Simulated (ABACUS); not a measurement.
**PtS2: single-point calculation at one volume of an equation of state (part 1 of 2)**

- system: PtS2 (P-3m1, 3 atoms in the cell)
- method: Kohn-Sham DFT of a periodic cell, PBEsol, SG15 ONCV 1.2 PBE, no spin polarisation (ABACUS 3.10.1)

The structure derives from an entry of the Crystallography Open Database. It belongs to a series of runs on one base structure; here: volume scaled by 1.02.

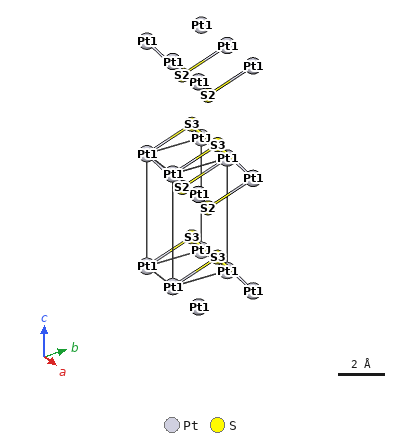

Fig. 1: The structure (ball-and-stick view of the cell of the calculation, repeated 2 × 1 × 2, seen slightly off an axis; atoms are numbered from 1 in the order of the input). An atom can appear more than once, as a periodic image. Near neighbours in the periodic cell (some may lie outside the picture): Pt has 6 S at 2.36 Å; S has 3 Pt at 2.36 Å.

**Input file**
```python
"""ABACUS run from a structure file: ASE reads it, the script writes STRU, KPT and INPUT."""
import re
import subprocess
from ase.io import read
from ase.units import Bohr

atoms = read("PtS2.xyz")
atoms = atoms[(-atoms.numbers).argsort(kind="stable")]  # ABACUS lists atoms element by element
pseudo = {'Pt': 'Pt_ONCV_PBE-1.2.upf', 'S': 'S_ONCV_PBE-1.2.upf'}
orbital = {}
magmoms = None
kmesh = [6, 6, 4]
params = {
    'suffix': 'PtS2',
    'calculation': 'scf',
    'basis_type': 'pw',
    'pseudo_dir': './',
    'symmetry': 1,
    'dft_functional': 'pbesol',
    'ecutwfc': 84,
    'pseudo_rcut': 7,
    'nspin': 1,
    'nbands': 19,
    'ks_solver': 'dav',
    'smearing_method': 'fd',
    'smearing_sigma': 0.00367493,
    'scf_thr': 1e-08,
    'scf_nmax': 100,
    'mixing_type': 'broyden',
    'mixing_beta': 0.7,
    'cal_force': 1,
    'cal_stress': 1,
    'kpar': 4,
}

symbols = atoms.get_chemical_symbols()
elements = list(dict.fromkeys(symbols))
lines = ["ATOMIC_SPECIES"] + [f"{e} {atoms.get_masses()[symbols.index(e)]:.4f} {pseudo[e]}" for e in elements]
if orbital:
    lines += ["", "NUMERICAL_ORBITAL"] + [orbital[e] for e in elements]
lines += ["", "LATTICE_CONSTANT", f"{1 / Bohr:.10f}", "", "LATTICE_VECTORS"]
lines += [" ".join(f"{x:.10f}" for x in v) for v in atoms.cell]
lines += ["", "ATOMIC_POSITIONS", "Direct"]
for e in elements:
    lines += ["", e, "0.0", str(symbols.count(e))]
    for i, p in enumerate(atoms.get_scaled_positions(wrap=False)):
        if symbols[i] == e:
            mag = "" if magmoms is None else " mag " + " ".join(str(x) for x in (magmoms[i] if isinstance(magmoms[i], list) else [magmoms[i]]))
            lines.append(" ".join(f"{x:.10f}" for x in p) + " 1 1 1" + mag)
open("STRU", "w").write("\n".join(lines) + "\n")
open("KPT", "w").write("K_POINTS\n0\nGamma\n%d %d %d 0 0 0\n" % tuple(kmesh))
open("INPUT", "w").write("INPUT_PARAMETERS\n" + "".join(f"{k:<20s}{v}\n" for k, v in params.items()))

done = subprocess.run(['mpirun', '-np', '4', 'abacus'])
if done.returncode:
    raise SystemExit(done.returncode)
log = open("OUT.PtS2/running_scf.log").read()
print("final energy (eV):", re.findall(r"FINAL_ETOT_IS (\S+)", log))
```

**File PtS2.xyz**
```
3
Lattice="3.5666655845 0.0000000000 0.0000000000 -1.7833327923 3.0888230030 0.0000000000 0.0000000000 0.0000000000 5.0721705089" Properties=species:S:1:pos:R:3 pbc="T T T"
Pt     0.0000000000      0.0000000000      0.0000000000
S      1.7833327924      1.0296076676      3.9207878034
S     -0.0000000002      2.0592153354      1.1513827055
```

**File INPUT**
```
INPUT_PARAMETERS
suffix              PtS2
calculation         scf
basis_type          pw
pseudo_dir          ./
symmetry            1
dft_functional      pbesol
ecutwfc             84
pseudo_rcut         7
nspin               1
nbands              19
ks_solver           dav
smearing_method     fd
smearing_sigma      0.00367493
scf_thr             1e-08
scf_nmax            100
mixing_type         broyden
mixing_beta         0.7
cal_force           1
cal_stress          1
kpar                4
```

**File STRU**
```
ATOMIC_SPECIES
Pt 195.0840 Pt_ONCV_PBE-1.2.upf
S 32.0600 S_ONCV_PBE-1.2.upf

LATTICE_CONSTANT
1.8897261258

LATTICE_VECTORS
3.5666655845 0.0000000000 0.0000000000
-1.7833327923 3.0888230030 0.0000000000
0.0000000000 0.0000000000 5.0721705089

ATOMIC_POSITIONS
Direct

Pt
0.0
1
0.0000000000 0.0000000000 0.0000000000 1 1 1

S
0.0
2
0.6666666667 0.3333333333 0.7730000000 1 1 1
0.3333333333 0.6666666667 0.2270000000 1 1 1
```

**File KPT**
```
K_POINTS
0
Gamma
6 6 4 0 0 0
```

Hardware: 4 threads of Intel Xeon @ 2.50GHz (Skylake/Cascade Lake), 32 GiB of memory available, shared host.

Command:
```bash
OMP_NUM_THREADS=1 python run_abacus.py > log
```

**Log**
```
ABACUS v3.10.1

               Atomic-orbital Based Ab-initio Computation at UStc

 ------------------------------------------------------------------------------------

 READING GENERAL INFORMATION
                           global_out_dir = OUT.PtS2/
                           global_in_card = INPUT
                               pseudo_dir = ./
                              orbital_dir =
                                    DSIZE = 4
                                    GSIZE = 1

 READING UNITCELL INFORMATION
                                    ntype = 2
                  lattice constant (Bohr) = 1.88973
              lattice constant (Angstrom) = 1

 READING ATOM TYPE 1
                               atom label = Pt
                      L=0, number of zeta = 1
                      L=1, number of zeta = 1
                      L=2, number of zeta = 1
             number of atom for this type = 1

 READING ATOM TYPE 2
                               atom label = S
                      L=0, number of zeta = 1
                      L=1, number of zeta = 1
                      L=2, number of zeta = 1
             number of atom for this type = 2

                        TOTAL ATOM NUMBER = 3
DIRECT COORDINATES
    atom                   x                   y                   z     mag                  vx                  vy                  vz
taud_Pt1            0.0000000000        0.0000000000        0.0000000000  0.0000        0.0000000000        0.0000000000        0.0000000000
taud_S1            0.6666666667        0.3333333333        0.7730000000  0.0000        0.0000000000        0.0000000000        0.0000000000
taud_S2            0.3333333333        0.6666666667        0.2270000000  0.0000        0.0000000000        0.0000000000        0.0000000000

                          Volume (Bohr^3) = 377.091
                             Volume (A^3) = 55.879

 Lattice vectors: (Cartesian coordinate: in unit of a_0)
             +3.56667                  +0                  +0
             -1.78333            +3.08882                  +0
                   +0                  +0            +5.07217
 Reciprocal vectors: (Cartesian coordinate: in unit of 2 pi/a_0)
            +0.280374           +0.161874                  -0
                   -0           +0.323748                  -0
                   +0                  -0           +0.197154
 The esolver type has been set to : ksdft_pw

                PAO radial cut off (Bohr) = 7

 Read in pseudopotential file is Pt_ONCV_PBE-1.2.upf
                     pseudopotential type = NC
          exchange-correlation functional = PBE
                 nonlocal core correction = 0
                        valence electrons = 18
                                     lmax = 3
                           number of zeta = 0
                     number of projectors = 8
                           L of projector = 0
                           L of projector = 0
                           L of projector = 1
                           L of projector = 1
                           L of projector = 2
                           L of projector = 2
                           L of projector = 3
                           L of projector = 3
 XC functional updated to : pbesol
          exchange-correlation functional = PBESOL
                PAO radial cut off (Bohr) = 7

 Read in pseudopotential file is S_ONCV_PBE-1.2.upf
                     pseudopotential type = NC
          exchange-correlation functional = PBE
                 nonlocal core correction = 0
                        valence electrons = 6
                                     lmax = 1
                           number of zeta = 0
                     number of projectors = 4
                           L of projector = 0
                           L of projector = 0
                           L of projector = 1
                           L of projector = 1
 XC functional updated to : pbesol
          exchange-correlation functional = PBESOL
     initial pseudo atomic orbital number = 0

 SETUP THE ELECTRONS NUMBER
            electron number of element Pt = 18
      total electron number of element Pt = 18
             electron number of element S = 6
       total electron number of element S = 12
            AUTOSET number of electrons:  = 30
                           occupied bands = 15
                                   NBANDS = 19
                                   NLOCAL = 27

%%%%%%%%%%%%%%%%%%%%%%%%%%%%%%%%%%%%%%%%%%%%%%%%%%%%%%%%%%%%%%%%%%%%%%%%%%%%%%%%%%%%%%%%%%%%%%%%%%%%%%%%%%
 Warning: the number of valence electrons in pseudopotential > 10 for Pt: [Xe] 4f14 5d9 6s1
 Pseudopotentials with additional electrons can yield (more) accurate outcomes, but may be less efficient.
 If you're confident that your chosen pseudopotential is appropriate, you can safely ignore this warning.
%%%%%%%%%%%%%%%%%%%%%%%%%%%%%%%%%%%%%%%%%%%%%%%%%%%%%%%%%%%%%%%%%%%%%%%%%%%%%%%%%%%%%%%%%%%%%%%%%%%%%%%%%%

 SETUP THE PLANE WAVE BASIS
 energy cutoff for charge/potential (unit:Ry) = 336
            fft grid for charge/potential = [ 40, 40, 60 ]
                        fft grid division = [ 1, 1, 1 ]
        big fft grid for charge/potential = [ 40, 40, 60 ]
                                     nbxx = 96000
                                     nrxx = 96000

 SETUP PLANE WAVES FOR CHARGE/POTENTIAL
                    number of plane waves = 39199
                         number of sticks = 1045

 PARALLEL PW FOR CHARGE/POTENTIAL
     PROC   COLUMNS(POT)             PW
        1           1045          39199
 --------------- sum -------------------
        1           1045          39199
                            number of |g| = 1820
                                  max |g| = 30.3828
                                  min |g| = 0

----------- Double Check Mixing Parameters Begin ------------
mixing_type: broyden
mixing_beta: 0.7
mixing_gg0: 1
mixing_gg0_min: 0.1
mixing_ndim: 8
----------- Double Check Mixing Parameters End ------------

 LATTICE VECTORS: (CARTESIAN COORDINATE: IN UNIT OF A0)
             +3.56667                  +0                  +0
             -1.78333            +3.08882                  +0
                   +0                  +0            +5.07217
                       right hand lattice = 1
                                   NORM_A = 3.56667
                                   NORM_B = 3.56667
                                   NORM_C = 5.07217
                           ALPHA (DEGREE) = 90
                           BETA  (DEGREE) = 90
                           GAMMA (DEGREE) = 120

 The lattice vectors have been changed (STRU_SIMPLE.cif)

(for optimal symmetric configuration:)
                             BRAVAIS TYPE = 4
                     BRAVAIS LATTICE NAME = 04. Hexagonal cell
                                    ibrav = 4
                                    IBRAV = 4
                                  BRAVAIS = HEXAGONAL CELL
                       LATTICE CONSTANT A = 3.56667
                                C/A RATIO = 1.4221
Original cell was already a primitive cell.
                        ROTATION MATRICES = 24
              PURE POINT GROUP OPERATIONS = 12
                   SPACE GROUP OPERATIONS = 12
                                       C2 = 3
                                       C3 = 2
                                       C4 = 0
                                       C6 = 0
                                       S1 = 3
                                       S3 = 0
                                       S4 = 0
                                       S6 = 2
                              POINT GROUP = D_3d
                                       C2 = 3
                                       C3 = 2
                                       C4 = 0
                                       C6 = 0
                                       S1 = 3
                                       S3 = 0
                                       S4 = 0
                                       S6 = 2
               POINT GROUP IN SPACE GROUP = D_3d

 SETUP K-POINTS
                                    nspin = 1
                   Input type of k points = Monkhorst-Pack(Gamma)
                                   nkstot = 144
                       right hand lattice = 1
(for reciprocal lattice: )
                             BRAVAIS TYPE = 4
                     BRAVAIS LATTICE NAME = 04. Hexagonal cell
                                    ibrav = 4
                       right hand lattice = 1
(for k-lattice: )
                             BRAVAIS TYPE = 4
                     BRAVAIS LATTICE NAME = 04. Hexagonal cell
                                    ibrav = 4
                       right hand lattice = 1
                        ROTATION MATRICES = 24
                               nkstot_ibz = 24
K-POINTS REDUCTION ACCORDING TO SYMMETRY
     IBZ    DIRECT_X    DIRECT_Y    DIRECT_Z  WEIGHT  ibz2bz
       1  0.00000000  0.00000000  0.00000000  0.0069       0
       2 -0.16666667  0.16666667  0.00000000  0.0417       1
       3 -0.33333333  0.33333333  0.00000000  0.0417       2
       4  0.50000000  0.50000000  0.00000000  0.0208       3
       5 -0.16666667  0.33333333  0.00000000  0.0417       7
       6  0.50000000  0.33333333  0.00000000  0.0833       8
       7  0.33333333  0.33333333  0.00000000  0.0139      14
       8  0.00000000  0.00000000  0.25000000  0.0139      36
       9 -0.16666667  0.16666667  0.25000000  0.0417      37
      10 -0.33333333  0.33333333  0.25000000  0.0417      38
      11  0.50000000  0.50000000  0.25000000  0.0417      39
      12  0.33333333 -0.33333333  0.25000000  0.0417      40
      13  0.16666667 -0.16666667  0.25000000  0.0417      41
      14 -0.16666667  0.33333333  0.25000000  0.0833      43
      15  0.50000000  0.33333333  0.25000000  0.0833      44
      16  0.33333333  0.50000000  0.25000000  0.0833      45
      17  0.33333333  0.33333333  0.25000000  0.0278      50
      18  0.00000000  0.00000000  0.50000000  0.0069      72
      19 -0.16666667  0.16666667  0.50000000  0.0417      73
      20 -0.33333333  0.33333333  0.50000000  0.0417      74
      21  0.50000000  0.50000000  0.50000000  0.0208      75
      22 -0.16666667  0.33333333  0.50000000  0.0417      79
      23  0.50000000  0.33333333  0.50000000  0.0833      80
      24  0.33333333  0.33333333  0.50000000  0.0139      86

                               nkstot now = 24
[... K-POINTS DIRECT COORDINATES: 24 rows ...]

           k-point number in this process = 6
       minimum distributed K point number = 6
[... stars of the k points ...]

[... K-POINTS CARTESIAN COORDINATES: 6 rows ...]

[... K-POINTS DIRECT COORDINATES: 6 rows ...]

 SETUP PLANE WAVES FOR WAVE FUNCTIONS
     energy cutoff for wavefunc (unit:Ry) = 84
              fft grid for wave functions = [ 40, 40, 60 ]
                    number of plane waves = 6571
                         number of sticks = 313

 PARALLEL PW FOR WAVE FUNCTIONS
     PROC   COLUMNS(POT)             PW
        1            313           6571
 --------------- sum -------------------
        1            313           6571

 SETUP NONLOCAL PSEUDOPOTENTIALS IN PLANE WAVE BASIS
 Pt non-local projectors:
 projector 1 L=0
 projector 2 L=0
 projector 3 L=1
 projector 4 L=1
 projector 5 L=2
 projector 6 L=2
 projector 7 L=3
 projector 8 L=3
 S non-local projectors:
 projector 1 L=0
 projector 2 L=0
 projector 3 L=1
 projector 4 L=1
      TOTAL NUMBER OF NONLOCAL PROJECTORS = 48

 Init Non-Local PseudoPotential table :
 Init Non-Local-Pseudopotential done.

                                     npwx = 4919

 -------------------------------------------
 SELF-CONSISTENT
```
